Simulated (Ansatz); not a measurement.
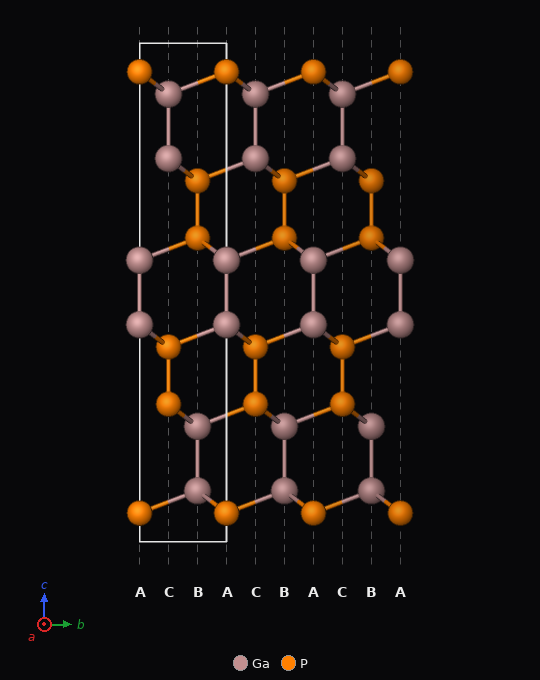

Projection along an edge of the hexagonal mesh, stacking direction c upwards. The dashed lines mark the three columns A (0, 0), B (1/3, 2/3) and C (2/3, 1/3). The sequence starts with the first layer at or above the cell's origin.

GaP: the input geometry of an electronic-structure calculation (not necessarily at equilibrium).

Question: Give the sequence of layers in one repeat, with element and column.

Answer: P(A) – Ga(B) – Ga(B) – P(C) – P(C) – Ga(A) – Ga(A) – P(B) – P(B) – Ga(C) – Ga(C) – P(A) (twelve layers in 19.29 Å).

Heights of the layers:

```tsv
layer	atoms (column)	height (Å)	to next (Å)
1	P(A)	1.11	0.86
2	Ga(B)	1.97	2.49
3	Ga(B)	4.46	0.86
4	P(C)	5.32	2.21
5	P(C)	7.54	0.86
6	Ga(A)	8.40	2.49
7	Ga(A)	10.89	0.86
8	P(B)	11.75	2.21
9	P(B)	13.97	0.86
10	Ga(C)	14.83	2.49
11	Ga(C)	17.32	0.86
12	P(A)	18.19	2.21
```
